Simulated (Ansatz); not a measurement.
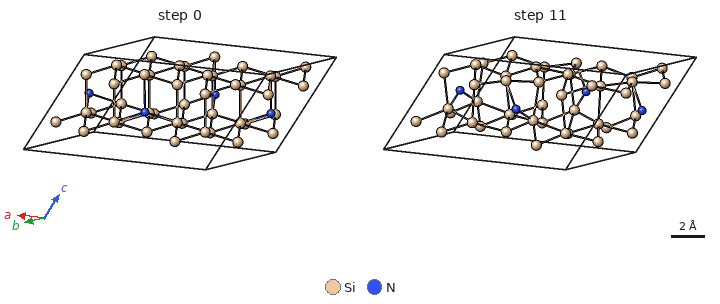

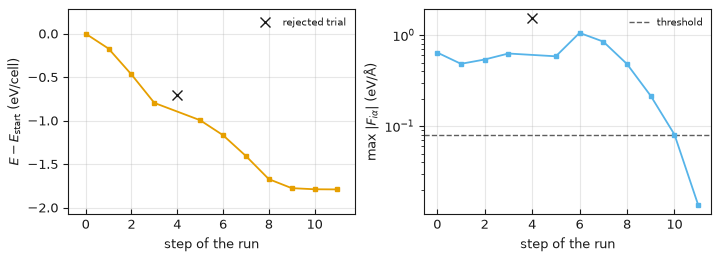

First and last geometry of a relaxation of a defect cell of composition Si$_{16}$N, with the history of the run. Style: ball-and-stick. Shown: the conventional cell (2 times the calculation's cell) (origin shifted), from a free direction. Lengths and directions refer to the drawn axes.

It is an interstitial N in diamond Si. The run prepares the start of a later molecular dynamics calculation, from a guessed geometry.

Method: DFT LDA, scalar-relativistic, plane waves, PAW (Ansatz).

Input
```yaml
crystal:
  lattice:
    - [0.0, 5.43, 5.43]
    - [5.43, 0.0, 5.43]
    - [5.43, 5.43, 0.0]
  atoms:
    - { symbol: Si, position: [0.0, 0.0, 0.0] }
    - { symbol: Si, position: [0.125, 0.125, 0.125] }
    - { symbol: Si, position: [0.0, 0.0, 0.5] }
    - { symbol: Si, position: [0.125, 0.125, 0.625] }
    - { symbol: Si, position: [0.0, 0.5, 0.0] }
    - { symbol: Si, position: [0.125, 0.625, 0.125] }
    - { symbol: Si, position: [0.0, 0.5, 0.5] }
    - { symbol: Si, position: [0.125, 0.625, 0.625] }
    - { symbol: Si, position: [0.5, 0.0, 0.0] }
    - { symbol: Si, position: [0.625, 0.125, 0.125] }
    - { symbol: Si, position: [0.5, 0.0, 0.5] }
    - { symbol: Si, position: [0.625, 0.125, 0.625] }
    - { symbol: Si, position: [0.5, 0.5, 0.0] }
    - { symbol: Si, position: [0.625, 0.625, 0.125] }
    - { symbol: Si, position: [0.5, 0.5, 0.5] }
    - { symbol: Si, position: [0.625, 0.625, 0.625] }
    - { symbol: "N", position: [0.3739606, 0.876847, 0.86924], spin: 1.0 }
magnetization:
  spin_polarized: true
basis:
  ecutwfc: 420.0
kpoints:
  mp_grid: { grid: [2, 2, 2] }
hamiltonian:
  xc: lda
scf:
  occupations: { method: fermi_dirac, width: 0.02 }
  lower_state_search: "off"
relax:
  f_tol: 0.08
  max_steps: 25
  adjacent_minimum: "off"
```

Launched with:
```bash
ansatz run input.yaml --threads 1 --pin off --max-ram 3072MiB --backend cpu --events-out ev --progress --plain --runs-dir out
```

What do the curves and the structures tell?

Answer. It converged. The energy falls by 1.790 eV per cell of the calculation in 10 accepted moves (11 points after the start). Largest force component: 0.64 eV/Å at the start, 0.014 eV/Å at the end. The line search rejected the trial step at point 4 of the run. The largest move is that of N17, 0.86 Å along [−1 0 1]. By element the largest moves are N 0.86 Å, Si 0.39 Å. The cell doesn't change. Among the contacts that change: Si9–N17 2.382 → 3.389 Å, Si13–N17 2.363 → 1.836 Å, Si1–N17 2.345 → 1.836 Å, Si11–N17 2.315 → 1.836 Å. Bond angles that change, for instance: Si1–Si6–Si13 109.5° → 84.4°, Si4–Si1–Si6 109.5° → 128.8°, Si2–Si1–Si10 109.5° → 95.4°. The program noted that the starting moments weren't kept. The run may lie on a higher electronic state than the lowest, so the end point isn't shown to be the ground-state structure. Cost: 3.8 min on 1 thread of Arm Neoverse V1, with other jobs on the host, peak memory 0.64 GiB.

Limits of the set-up: the k-point mesh is coarse for a cell with partly filled bands; the periodic images lie only 7.7 Å apart, so the values are limited by the cell's size.
